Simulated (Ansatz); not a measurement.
The structure in question:

```yaml
crystal:
  lattice:
    - [2.65349, 0.00000, 0.00000]
    - [-1.32674, 2.29799, 0.00000]
    - [0.00000, 0.00000, 5.90368]
  atoms:
    - { symbol: Co, position: [0.33333, 0.66667, 0.03361] }
    - { symbol: Co, position: [0.66667, 0.33333, 0.53361] }
    - { symbol: O, position: [0.33333, 0.66667, 0.34139] }
    - { symbol: O, position: [0.66667, 0.33333, 0.84139] }
```

**Interpret the file: composition, symmetry and coordination.**

The material is CoO. The lattice is primitive hexagonal and the space group P6_3mc (No. 186). Atoms per cell: 4 (2 Co, 2 O). Each Co atom is coordinated by four O at 1.82 to 1.91 Å. Each O is bonded to four Co at 1.82 to 1.91 Å. Not all metal-metal contacts are counted. The bonds build a three-dimensional framework.

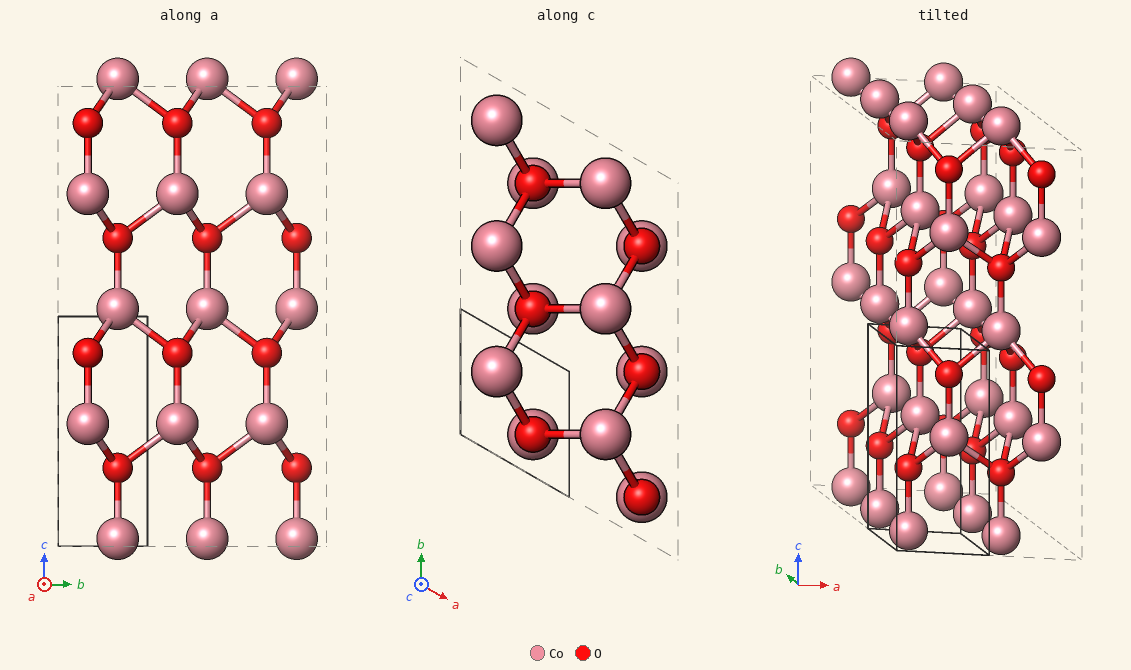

A ball-and-stick rendering, viewed along the a axis, along the c axis and slightly off an axis. One conventional unit cell is drawn solid; the view covers 2×3×2 cells. Colours: cobalt pink, oxygen red.

It goes back to a structure listed in the Materials Project. Earlier steps of the study, as a rule a relaxation of our own, may have changed the cell and positions, so they can lie some per cent off the listed ones. It was set up as input for a calculation with Ansatz.
